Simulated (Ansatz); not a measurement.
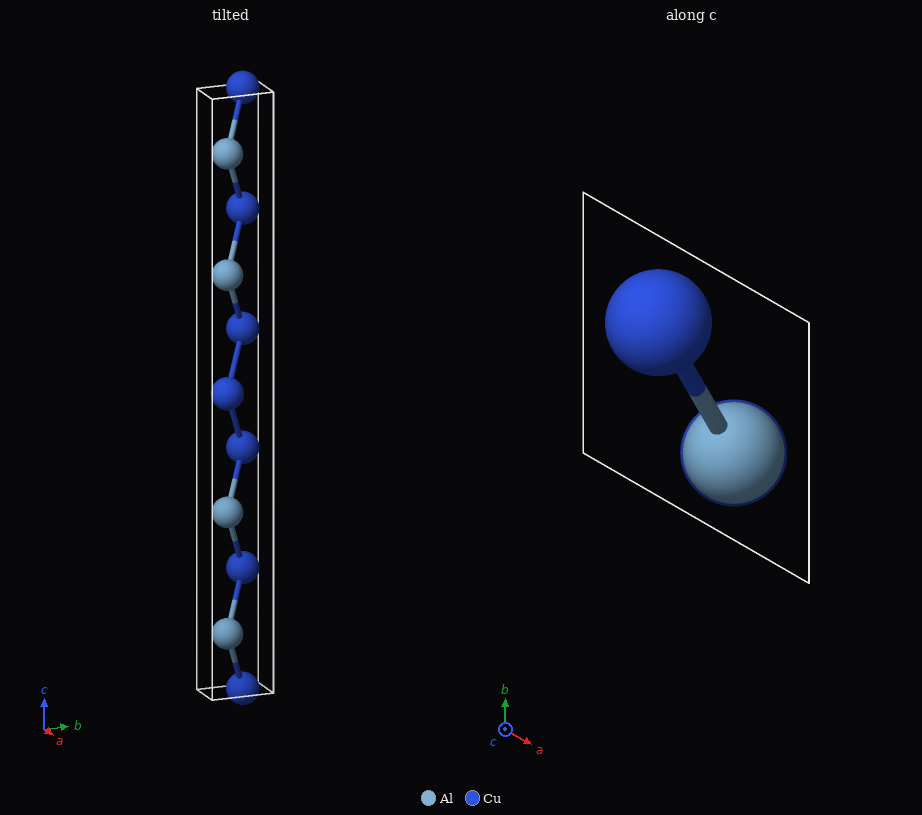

An orthographic ball-and-stick view of the structure, slightly off an axis and along the c axis. The parallelepiped is the conventional unit cell. Cell: a = 2.74 Å, b = 2.74 Å, c = 20.46 Å, α = 90.00°, β = 90.00°, γ = 120.00°.

Starting structure: a structure type filled with these elements by a generator (whether the compound takes this form wasn't checked). Earlier steps of the study may have refined or changed the cell and positions. Ansatz was used for an electronic-structure calculation on it.

> What is this?

The formula is Al$_{2}$Cu$_{3}$. Space group P-6m2 (No. 187), lattice primitive hexagonal. It has 10 atoms to the cell (4 Al, 6 Cu). Each Al has six Al and six Cu in a distorted anticuboctahedral arrangement (about 2.7 Å to Al, 2.6 Å to Cu). Within bonding distance, the neighbour counts come to Cu 12. The bonds build a three-dimensional framework.

Results below were computed with Ansatz, DFT PBE, scalar-relativistic, plane waves, PAW; the settings were plane-wave cutoff 420 eV, an 18×18×2 k-point grid, Gaussian smearing of 0.1 eV, no spin polarisation.

> Is it conducting or gapped at this level?

A metal: bands cross the Fermi level.

> State the Bader charges by element.

Al +0.77 to +0.80 e; Cu -0.77 to -0.01 e.

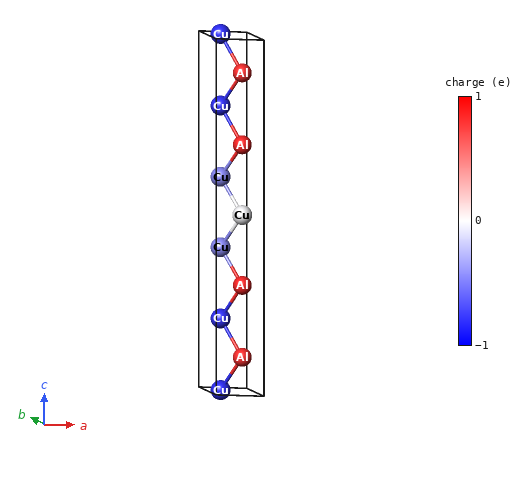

The atoms coloured by those charges. The run's cell of 10 atoms is drawn.

> Has the structure come to rest?

Yes. All forces vanish to within 0.01 eV/Å. The pressure is 0.0 GPa, close to zero.
